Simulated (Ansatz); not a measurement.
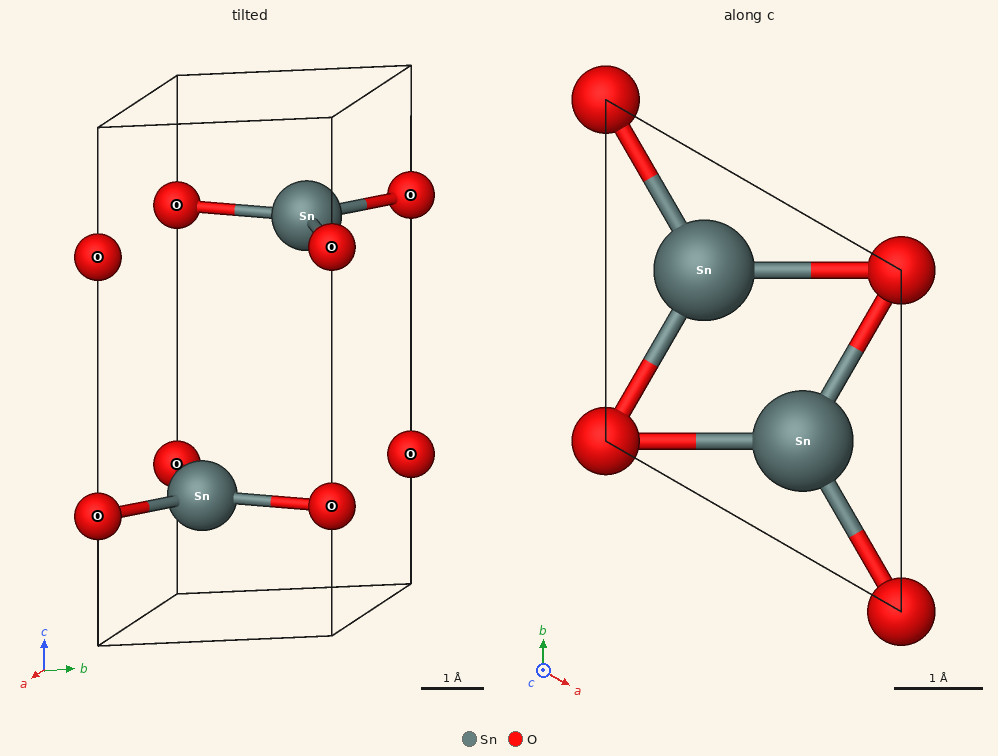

Ball-and-stick drawing of the structure, looking slightly off an axis and along the c axis. Thin lines show the conventional unit cell, with boundary atoms drawn in all their periodic places. Cell: a = 3.90 Å, b = 3.90 Å, c = 8.73 Å, α = 90.00°, β = 90.00°, γ = 120.00°.

Provenance: a random cell made by a generator, so it need not be a real form of the compound. Earlier steps of the study may have refined or changed the cell and positions. A calculation with Ansatz used it as input.

> What can be read from this drawing?

This is SnO. The structure has P6_3/mmc (No. 194) symmetry and a primitive hexagonal lattice. The cell comprises 2 formula units: 2 Sn, 2 O. Sn is linked to three O in a trigonal planar arrangement at about 2.3 Å. O is surrounded by three Sn in a trigonal planar arrangement at about 2.3 Å. The bonds build SnO layers parallel to (001).

Theory: DFT PBE, scalar-relativistic, plane waves, PAW in Ansatz 0.2.0. Numerical settings: a 420 eV plane-wave basis, a 12×12×4 mesh of k-points, Gaussian smearing of 0.01 eV, no spin polarisation.

> Is the electronic structure metallic or gapped?

A semiconductor at this level, with a gap of 0.12 eV, indirect.

> What charge does Bader's analysis assign to each element?

Sn +1.24 e; O -1.24 e.

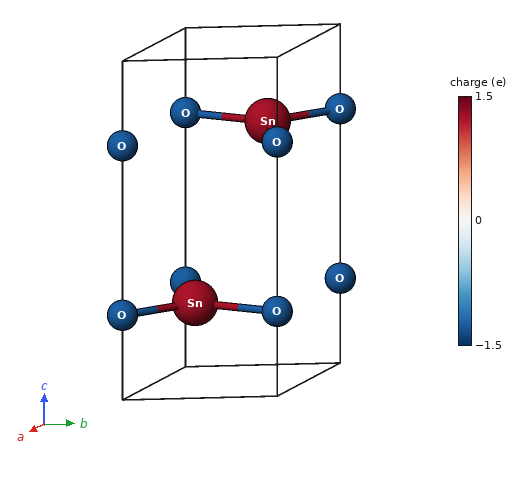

The atoms coloured by those charges. The run's cell of 4 atoms is drawn.

> Does this geometry sit at a stationary point of the energy?

Yes. All forces vanish to within 0.01 eV/Å. The pressure is 0.0 GPa, close to zero.
